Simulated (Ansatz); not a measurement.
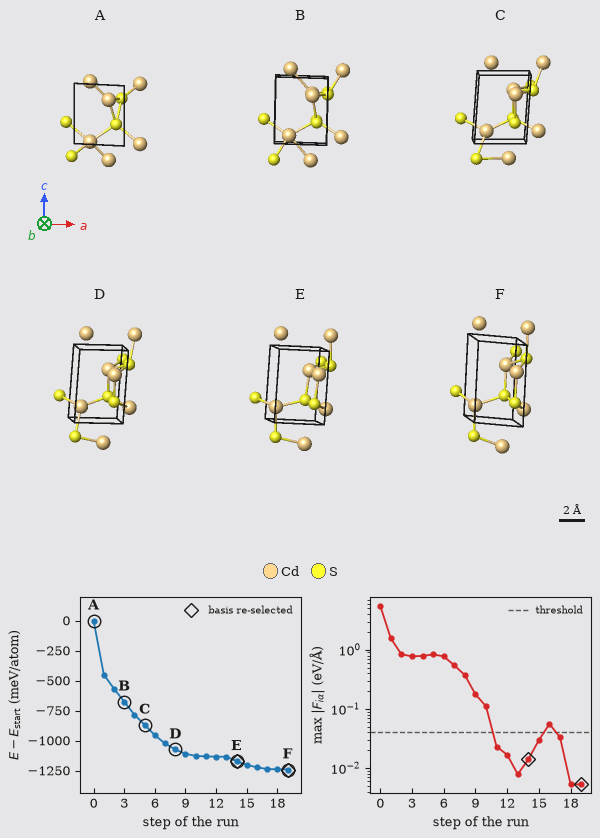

Frames of a relaxation of solid CdS (a generated structure, set up in P1) (coarse preliminary run), marked on the history of the run. The picture is a ball-and-stick view of the cell of the calculation, seen along the b axis.

Theory: DFT PBE, scalar-relativistic, plane waves, PAW (Ansatz 0.2.0). Settings: plane-wave cutoff 420 eV; k-point mesh 4 × 4 × 4; occupations gaussian; smearing width 0.1 eV; no spin polarisation; cell and atoms relaxed; force threshold 0.04 eV/Å; at most 70 steps.

Describe the path.

Answer. The energy falls by 1241 meV per atom in 17 accepted moves (19 points after the start). Largest force component: 5.6 eV/Å at the start, 0.0053 eV/Å at the end. The pressure goes from 22.14 to 0.08 GPa. The SCF was repeated twice at an unchanged geometry on a basis and grid sized afresh for the cell, which shifted the energy by 36.9 meV per atom at most. A Cd atom moves most relative to the cell: 1.25 Å roughly along [−2 −2 1]. By element the largest moves are Cd 1.25 Å, S 0.80 Å. Cell: a 4.141 → 4.207 Å (+1.6 %), b 4.470 → 4.200 Å (−6.0 %), c 5.275 → 6.795 Å (+28.8 %), α 110.1° → 90.5°, β 90.2° → 89.7°, γ 97.0° → 119.9°. Volume +14.5 %. Some distances before and after: Cd–S 4.791 → 2.567 Å, Cd–Cd 2.234 → 4.181 Å, S–S 2.404 → 4.164 Å, Cd–S 3.559 → 2.567 Å. New bonds form: Cd–S (3.56 → 2.57 Å), Cd–S (4.79 → 2.57 Å). Bonds break: Cd–Cd (2.23 → 4.18 Å). Among the angles between lasting bonds that change: S–Cd–S 60.2° → 108.5°, S–Cd–S 145.4° → 108.7°, Cd–S–Cd 142.8° → 108.3°. The space group stays P1 (No. 1). The run took 3.5 min on 1 thread of Arm Neoverse V1 (shared host), peak memory 0.38 GiB. From step 0 to 3: a Cd atom moves most (0.39 Å), volume +19.6 %, energy −675 meV per atom. From step 3 to 5: an S atom moves most (0.32 Å), volume −3.5 %, energy −193 meV per atom. From step 5 to 8: a Cd atom moves most (0.45 Å), volume −7.8 %, energy −206 meV per atom. From step 8 to 14: a Cd atom moves most (0.46 Å), volume +1.3 %, energy −97.2 meV per atom. From step 14 to 19: an S atom moves most (0.18 Å), volume +6.3 %, energy −69.6 meV per atom.
